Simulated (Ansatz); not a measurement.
# EuO: band-structure calculation (part 4 of 4)

Continued. System: EuO (slab, 8 atoms in the cell). Method: DFT PBE, spin-orbit coupling, plane waves, PAW (Ansatz 0.2.0); cutoff 420 eV, 12×12×1 k-mesh, Gaussian smearing of 0.1 eV. It belongs to a series of runs on one base structure; here: bands of the relaxed slab with spin-orbit coupling.

Geometry of the input (Å; fractional positions):
```
3.5788  0.0000  0.0000
-1.7894  3.0994  0.0000
0.0000  0.0000  25.2274
Eu 0.3333  0.6667  0.2999
O  0.6667  0.3333  0.3571
Eu 0.0000  0.0000  0.4162
O  0.3333  0.6667  0.4708
Eu 0.6667  0.3333  0.5345
O  0.0000  0.0000  0.5809
Eu 0.3333  0.6667  0.6562
O  0.6667  0.3333  0.6843
```

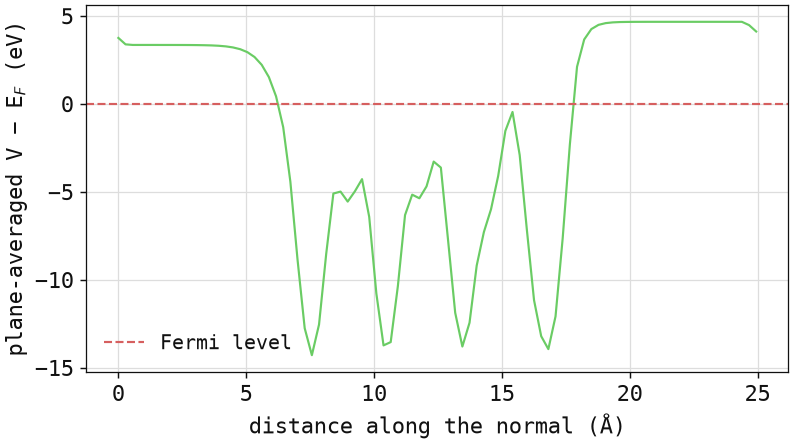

Fig. 1: Plane average of the electrostatic potential energy of an electron across the cell, from the Fermi level. The vacuum level lies 4.67 eV above the Fermi level on the upper side and 3.36 eV on the lower.

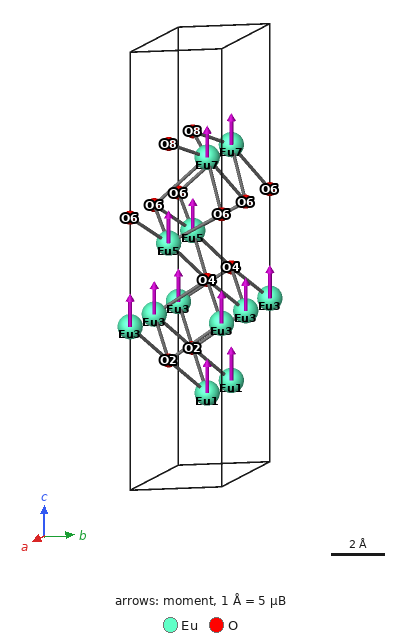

Fig. 2: Magnetic moments of the sites as pink arrows (ball-and-stick view of the 2 × 1 repeat of the cell, with the vacuum cut short, seen slightly off an axis; atoms are numbered from 1 in the order of the input); small moments hardly show. Site moments: Eu1 (6.52 μB); Eu3 (6.32 μB); Eu5 (6.23 μB); Eu7 (6.02 μB); O8 (0.20 μB); O2 (0.09 μB); O6 (0.07 μB), among others. They are counted near the atoms and needn't add up to the moment of the cell.

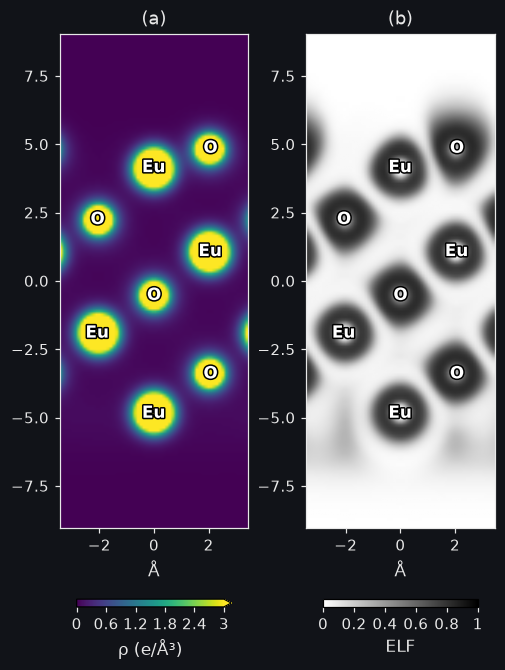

Fig. 3: (a) valence electron density; (b) ELF on the (110) plane of the calculation cell, a cut from vacuum to vacuum. The section cuts through Eu and O sites. Eu–O (2.18 Å): ρ at the midpoint is about 0.65 e/Å³; the ELF peaks at about 0.80 in the valence shell of O, 0.6 Å from its nucleus, and drops to about 0.20 between the two atoms; no shared pair; the contact is polar. Eu–O (2.48 Å): ρ is about 0.33 e/Å³ halfway; the ELF is about 0.10 at the midpoint; a polar contact without a shared pair, in a metal. The density dies away to nearly zero in the vacuum. The strong features right at Eu lie inside the PAW spheres (semicore, d or f shells) and say nothing about bonding. The fields are those of the smooth PAW valence density.

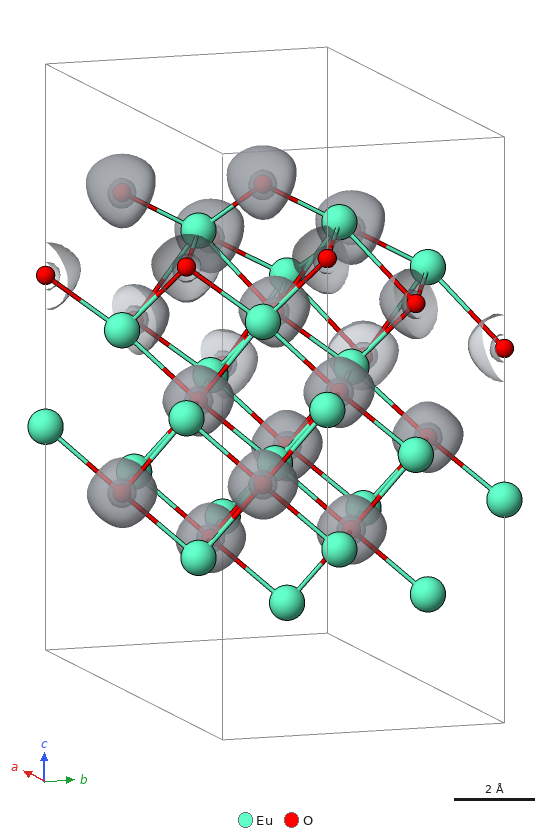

Fig. 4: Isosurface of the electron localisation function at 0.7 (grey), seen at an oblique angle. Only the valence region is drawn (cores and ρ < 0.01 e/Å³ removed). Sticks mark near contacts. Counts are for one cell; the picture repeats the cell along the surface. Profiles from the grid: Eu–O (2.18 Å): the ELF peaks at about 0.80 in the valence shell of O, 0.6 Å from its nucleus, and drops to about 0.20 between the two atoms; a polar contact without a shared pair, in a metal. Eu–O (2.38 Å): the ELF peaks at about 0.80 in the valence shell of O, 0.6 Å from its nucleus, and drops to about 0.15 between the two atoms; a polar contact without a shared pair, in a metal.

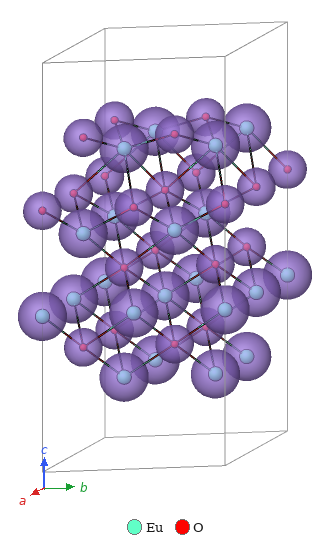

Fig. 5: Isosurface of the valence pseudo-density at 1 e/Å³ (purple), seen slightly off an axis. Sticks mark near contacts. At this value the density breaks into separate islands; it holds about 70 % of the electrons treated as valence (semicore included). It is pinched off along the Eu–O (2.18 Å), Eu–O (2.38 Å) and Eu–O (2.48 Å) contacts. On the grid the lowest density along these lines, outside the cores, is 0.6 e/Å³ (Eu–O, 2.18 Å), 0.39 e/Å³ (Eu–O, 2.38 Å) and 0.31 e/Å³ (Eu–O, 2.48 Å).

Key numbers

```csv
quantity,value
outcome,converged
electrons treated,92
free energy,−37383.4882 eV
"work function, top face",4.67 eV
"work function, bottom face",3.36 eV
Fermi energy,4.669 eV
gap on the k-point mesh,none (metallic)
net moment of the cell,27.53 μB
integrated absolute moment,28.15 μB
work function (upper face),4.67 eV
largest force (length of the vector),0.067 eV/Å
wall time,41 min (CPU time 2.7 h)
peak memory,8.7 GiB
```

Remarks

The electronic state found may not be the lowest one. Warnings of the run: the exchange-correlation potential is rough where the density is thin.
